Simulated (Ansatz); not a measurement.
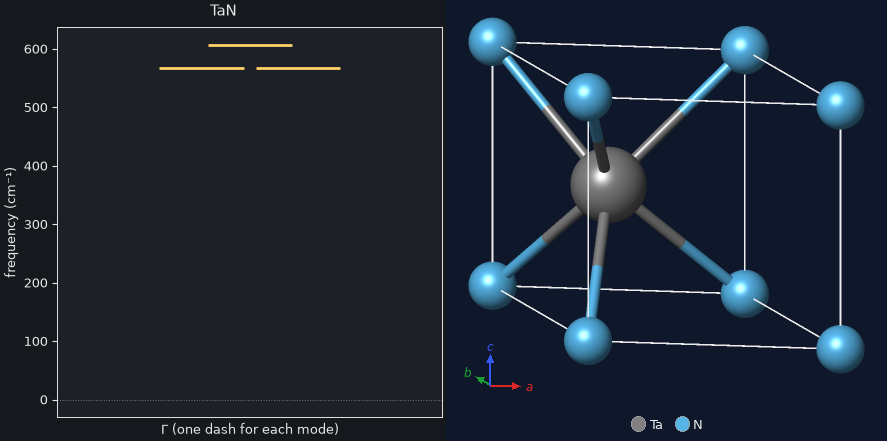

The figure shows the zone-centre optical phonon frequencies (the three acoustic modes are left out) for TaN, space group P-6m2 (No. 187). The conventional cell is drawn beside the plot.

Starting cell:
```
Ta N
1.0
     2.88250    0.00000    0.00000
    -1.44125    2.49632    0.00000
     0.00000    0.00000    2.83656
Ta N
1 1
Direct
  0.33333 0.66667 0.50000
  0.00000 0.00000 0.00000
```

How it was computed, with Ansatz 0.2.0: harmonic phonon frequencies at the zone centre with atoms at rest in the given cell, without the long-range term of polar modes, the three translations left out, imaginary frequencies are negative; plane waves with PAW datasets, Γ-centred k mesh. Level: PBEsol, no spin polarisation.

wave cutoff 420 eV; k mesh 18×18×14; occupations Fermi–Dirac; smearing width 0.15 eV; pressure 16 GPa; phonon method linear response.

Question: Is the structure dynamically stable by these modes?

Answer: No frequency is imaginary, so the structure is stable to these displacements (zone-boundary modes weren't tested here).

Question: What is the highest frequency?

Answer: The highest mode lies at 606.3 cm⁻¹.

Caveats: metal sensitive to the k mesh.
